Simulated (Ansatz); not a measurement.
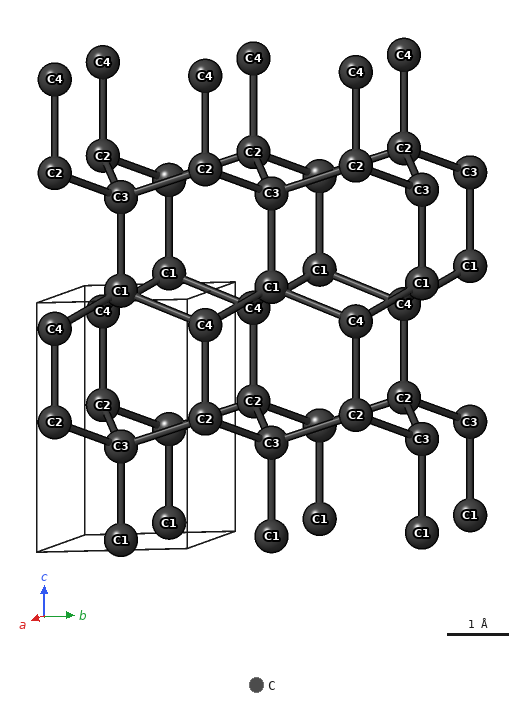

The structure as given in the input (ball-and-stick view of the cell of the calculation, repeated 2 × 3 × 2, seen slightly off an axis; atoms are numbered from 1 in the order of the input).

**C: one change and its effect**

System: C (P6₃/mmc, 4 atoms in the cell).
Method of run 1: DFT, PBEsol, plane waves, PAW, no spin polarisation (Ansatz 0.2.0).

The structure derives from an entry of the Crystallography Open Database. Text and figures count atoms from 1; the logs count them from 0 in places.

## Input, run 1
```yaml
crystal:
  lattice:
    - [2.5220988435, 0.0, 0.0]
    - [-1.2610494217, 2.1842016693, 0.0]
    - [0.0, 0.0, 4.1186]
  atoms:
    - { symbol: C, position: [0.3333333333, 0.6666666667, 0.0625] }
    - { symbol: C, position: [0.6666666667, 0.3333333333, 0.5625] }
    - { symbol: C, position: [0.3333333333, 0.6666666667, 0.4375] }
    - { symbol: C, position: [0.6666666667, 0.3333333333, 0.9375] }
basis:
  ecutwfc: 420
kpoints:
  mp_grid: { grid: [12, 12, 6] }
hamiltonian:
  xc: pbesol
scf:
  occupations: { method: gaussian, width: 0.02 }
  eigensolver: { kind: davidson }
  mixing: { algorithm: broyden, beta: 0.05, ndim: 8 }
output:
  forces: true
  eigenvalues: true
  stress: true
relax:
  adjacent_minimum: "off"
  f_tol: 0.005
  max_steps: 80
  cell: { stress_tol: 0.05 }
```

Launched with:
```bash
ansatz run input.yaml --threads 1 --pin off --max-ram 2560MiB --backend cpu --events-out ev --progress --plain --runs-dir out
```

Hardware: 1 thread of AMD EPYC (Zen 3), 32 GiB of memory available, shared host.

## Output, shortened to warnings, some set-up lines, iterations and results (run 1)
```
Basis set: ecut = 420 eV, 451 PW (Γ), exchange–correlation on 36×36×60 points (8 copies of the dense FFT grid, shifted against one another)
Symmetry: 24 space group operations
k-points: 76 of 864
Initial density: superposition of atomic densities (neutral atoms: chi_scale 0, normalization atom), corrected by the library's trained network
[...]
SCF iter   1: F=—  HF=-986.555488 eV  |F-HF|=—  |Δ(HF+E_count)|=         —  Δρ=7.91e-3  dr2=1.03e-2  ethr=1.77e-3  ⟨swp⟩=6.7  Hψ=4386  notcnv=0
SCF iter   2: F=—  HF=-986.555001 eV  |F-HF|=—  |Δ(HF+E_count)|=   4.87e-4  Δρ=7.40e-3  dr2=8.99e-3  ethr=6.43e-5  ⟨swp⟩=3.4  Hψ=1974  notcnv=0  defer=41  κ⁻¹=1.0e0(r=1)
SCF iter   3: F=—  HF=-986.551533 eV  |F-HF|=—  |Δ(HF+E_count)|=   3.47e-3  Δρ=8.73e-4  dr2=4.53e-5  ethr=2.68e-7  ⟨swp⟩=3.2  Hψ=4293  notcnv=0  defer=7  κ⁻¹=1.2e-5(r=2)
SCF iter   4: F=—  HF=-986.551534 eV  |F-HF|=—  |Δ(HF+E_count)|=   1.10e-6  Δρ=8.41e-4  dr2=4.19e-5  ethr=2.68e-7  ⟨swp⟩=2.1  Hψ=1554  notcnv=0  defer=4  κ⁻¹=4.1e-6(r=3)
SCF iter   5: F=—  HF=-986.551538 eV  |F-HF|=—  |Δ(HF+E_count)|=   3.77e-6  Δρ=1.03e-4  dr2=8.58e-7  ethr=2.62e-7  ⟨swp⟩=2.0  Hψ=1532  notcnv=0  defer=2  κ⁻¹=7.4e-8(r=4)
[... 45 lines ...]
SCF iter   4: F=—  HF=-986.576802 eV  |F-HF|=—  |Δ(HF+E_count)|=  6.27e-10  Δρ=1.18e-6  dr2=1.29e-10  ethr=1.00e-12  ⟨swp⟩=2.5  Hψ=3104  notcnv=0  κ⁻¹=6.4e-5(r=3)
SCF iter   5: F=—  HF=-986.576802 eV  |F-HF|=—  |Δ(HF+E_count)|=  2.44e-11  Δρ=9.85e-7  dr2=6.26e-11  ethr=1.00e-12  ⟨swp⟩=2.0  Hψ=1520  notcnv=0  κ⁻¹=4.8e-5(r=4)
SCF iter   6: F=-986.576802 eV  HF=-986.576802 eV  |F-HF|=3.41e-13  |Δ(HF+E_count)|=  2.54e-11  Δρ=8.14e-8  dr2=7.60e-13  ethr=1.00e-12  ⟨swp⟩=2.0  Hψ=1520  notcnv=0
SCF 8 converged in 6 iterations: F = -986.576802 eV  dr2 = 7.60e-13
relax step   8: F+E_penalty+E_count = -986.57680206 eV  Δ(F+E_penalty+E_count) = -3.380e-6 eV  max|allowed force component| = 1.893e-4 eV/Å  Δτ_max = 0.0000 Å  P = -0.001 GPa …
basis re-selected at this cell: Δ(F+E_penalty+E_count) = -3.380e-6 eV, ΔP = -0.001 GPa vs the last step (what re-selecting the basis moved, of the pressure what is left beyond the Pulay correction that the steps carried, after the strain that the cell walked since its last selection, with what the …
SCF converged after 6 iterations
Stability not checked: this state was not tested for a lower state beside it, because the mixer in use, unlike msr1, does not test its closes by its own steps (another_mixer; see scf.mixing.algorithm and scf.lower_state_search)
Free energy (F): -986.576802 eV
Harris-Foulkes:  -986.576802 eV  (|F-HF|=3.41e-13)
Internal energy: -986.576802 eV  (E = F + TS)
E sigma→0 (E₀):  -986.576802 eV
Fermi energy:    15.267251 eV
--- Per-component energies (eV) ---
  E_band       = 70.155383
  E_kinetic    = 369.057325
  E_local      = -243.892213  (includes V_loc(G=0)·N_el)
  E_nonlocal   = 107.049639
  E_hartree    = 53.249851
  E_xc         = -193.806320
  E_vxc        = -241.346543  (∫ρ·V_xc dr)
  E_paw        = -381.402477  (= ΣΔE_a)
  E_vpaw       = -27.212566  (= ΣTr[D̂ρ^β])
  E_aug_tail   = 0.000035  (compensation charges beyond the density's cutoff)
  E_ewald      = -696.917045
  E_core_change = 0.084402  (= ΣΔE_core)
  E_smearing   = -0.000000  (= −TS)
  E_closure    = -0.000000  (closes the sum)
  Σ components = -986.576802   (vs F -986.576802, Δ=0.00e0)
--- Forces (eV/Å), atoms counted from 1 ---
  atom   1  C      0.00000000    -0.00000000    -0.00018930
  atom   2  C     -0.00000000     0.00000000    -0.00018930
  atom   3  C      0.00000000    -0.00000000     0.00018930
  atom   4  C     -0.00000000     0.00000000     0.00018930
  max |Σ_I F_I| component: 4.63e-17 eV/Å
--- Stress (GPa, compression-positive) ---
       -0.003136      -0.000000      -0.000000
        0.000000      -0.003136      -0.000000
       -0.000000      -0.000000       0.001969
  P = ⅓ Tr σ = -0.0014 GPa (-0.014 kbar)
--- Relaxed structure (6 steps of the walk, 6 accepted, 2 SCFs on fresh bases) ---
  F+E_penalty+E_count = -986.57680206 eV   max|allowed force component| = 1.893e-4 eV/Å   (the final SCF, on the basis selected at the relaxed cell)
  cell:  # Å, volume = 22.5003 Å³
    - [2.498828302862318, -2.8601154611459102e-11, 6.434266408340571e-35]
[...]
```

For run 2 the input was changed thus:
```diff
-  eigensolver: { kind: davidson }
-  mixing: { algorithm: broyden, beta: 0.05, ndim: 8 }
```

How does run 2 compare with run 1?

Both reach the same energy, so the change doesn't alter the result. The SCF takes 29 iterations over all geometry steps against 39.

## Output, shortened to warnings, some set-up lines, iterations and results (run 2)
```
Basis set: ecut = 420 eV, 451 PW (Γ), exchange–correlation on 36×36×60 points (8 copies of the dense FFT grid, shifted against one another)
Symmetry: 24 space group operations
k-points: 76 of 864
Initial density: superposition of atomic densities (neutral atoms: chi_scale 0, normalization atom), corrected by the library's trained network
[...]
SCF iter   1: F=—  HF=-986.555830 eV  |F-HF|=—  |Δ(HF+E_count)|=         —  Δρ=7.98e-3  dr2=1.04e-2  ethr=1.77e-3  ⟨swp⟩=5.8  Hψ=5141  notcnv=0
SCF iter   2: F=—  HF=-986.551962 eV  |F-HF|=—  |Δ(HF+E_count)|=   3.87e-3  Δρ=2.89e-3  dr2=1.26e-3  ethr=6.53e-5  ⟨swp⟩=2.9  Hψ=2306  notcnv=0
SCF iter   3: F=—  HF=-986.551542 eV  |F-HF|=—  |Δ(HF+E_count)|=   4.20e-4  Δρ=3.29e-4  dr2=6.67e-6  ethr=7.87e-6  ⟨swp⟩=2.6  Hψ=1741  notcnv=0
SCF iter   4: F=—  HF=-986.551538 eV  |F-HF|=—  |Δ(HF+E_count)|=   4.69e-6  Δρ=3.45e-5  dr2=1.47e-7  ethr=4.17e-8  ⟨swp⟩=1.5  Hψ=1033  notcnv=0
SCF iter   5: F=-986.551538 eV  HF=-986.551538 eV  |F-HF|=1.57e-9  |Δ(HF+E_count)|=   5.24e-8  Δρ=9.30e-6  dr2=6.42e-9  ethr=9.19e-10  ⟨swp⟩=2.7  Hψ=1566  notcnv=0
[... 35 lines ...]
SCF iter   1: F=—  HF=-986.576807 eV  |F-HF|=—  |Δ(HF+E_count)|=         —  Δρ=4.37e-6  dr2=9.94e-10  ethr=1.42e-8  ⟨swp⟩=3.4  Hψ=8067  notcnv=0
SCF iter   2: F=—  HF=-986.576805 eV  |F-HF|=—  |Δ(HF+E_count)|=   2.68e-6  Δρ=2.14e-6  dr2=2.42e-10  ethr=6.21e-12  ⟨swp⟩=2.8  Hψ=1640  notcnv=0
SCF iter   3: F=-986.576805 eV  HF=-986.576805 eV  |F-HF|=6.59e-12  |Δ(HF+E_count)|=  1.19e-10  Δρ=2.34e-7  dr2=2.26e-12  ethr=1.00e-12  ⟨swp⟩=3.2  Hψ=3497  notcnv=0
SCF 8 converged in 3 iterations: F = -986.576805 eV  dr2 = 2.26e-12
relax step   8: F+E_penalty+E_count = -986.57680480 eV  Δ(F+E_penalty+E_count) = -3.379e-6 eV  max|allowed force component| = 1.511e-4 eV/Å  Δτ_max = 0.0000 Å  P = +0.007 GPa …
basis re-selected at this cell: Δ(F+E_penalty+E_count) = -3.379e-6 eV, ΔP = -0.000 GPa vs the last step (what re-selecting the basis moved, of the pressure what is left beyond the Pulay correction that the steps carried, after the strain that the cell walked since its last selection, with what the …
SCF converged after 3 iterations
Free energy (F): -986.576805 eV
Harris-Foulkes:  -986.576805 eV  (|F-HF|=6.59e-12)
Internal energy: -986.576805 eV  (E = F + TS)
E sigma→0 (E₀):  -986.576805 eV
Fermi energy:    15.267581 eV
--- Per-component energies (eV) ---
  E_band       = 70.158892
  E_kinetic    = 369.059911
  E_local      = -243.889780  (includes V_loc(G=0)·N_el)
  E_nonlocal   = 107.050170
  E_hartree    = 53.249424
  E_xc         = -193.807006
  E_vxc        = -241.347434  (∫ρ·V_xc dr)
  E_paw        = -381.402722  (= ΣΔE_a)
  E_vpaw       = -27.212868  (= ΣTr[D̂ρ^β])
  E_aug_tail   = 0.000035  (compensation charges beyond the density's cutoff)
  E_ewald      = -696.921238
  E_core_change = 0.084402  (= ΣΔE_core)
  E_smearing   = -0.000000  (= −TS)
  E_closure    = -0.000000  (closes the sum)
  Σ components = -986.576805   (vs F -986.576805, Δ=0.00e0)
--- Forces (eV/Å), atoms counted from 1 ---
  atom   1  C     -0.00000000    -0.00000000     0.00015111
  atom   2  C      0.00000000     0.00000000     0.00015111
  atom   3  C     -0.00000000    -0.00000000    -0.00015111
  atom   4  C     -0.00000000     0.00000000    -0.00015111
  max |Σ_I F_I| component: 1.16e-16 eV/Å
--- Stress (GPa, compression-positive) ---
        0.004405      -0.000000       0.000000
       -0.000000       0.004405       0.000000
        0.000000       0.000000       0.012532
  P = ⅓ Tr σ = 0.0071 GPa (0.071 kbar)
--- Relaxed structure (6 steps of the walk, 6 accepted, 2 SCFs on fresh bases) ---
  F+E_penalty+E_count = -986.57680480 eV   max|allowed force component| = 1.511e-4 eV/Å   (the final SCF, on the basis selected at the relaxed cell)
  cell:  # Å, volume = 22.4998 Å³
    - [2.498814960881649, -2.8601001744507732e-11, 1.5013288286275289e-34]
    - [-1.2494074804160553, 2.164037235494427, -5.64923142152097e-35]
    - [2.4516774707576022e-34, 3.5023963867965745e-35, 4.160835671681546]
  atoms:
    - { symbol: C, position: [0.3333333333333333, 0.6666666666666665, 0.06280165953120057] }
[...]
```

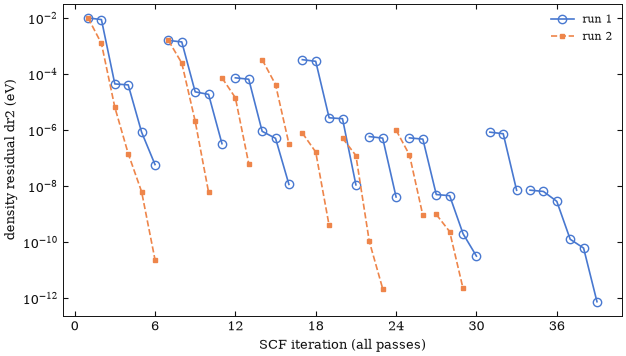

Convergence of the two runs: density residual dr2 against the SCF iteration. A break in a curve parts two SCF passes. Run 1 takes 39 iterations in all, and run 2 takes 29.

## The two runs side by side

```tsv
quantity	run 1	run 2
outcome	converged	converged
free energy per atom (eV)	−246.6442	−246.6442
gap on the mesh (eV)	3.05	3.05
pressure (GPa)	0.00	0.01
largest force (eV/Å)	0.000	0.000
SCF iterations	39	29
irreducible k-points	76	76
wall time (shared host)	8.8 s	7.3 s
```
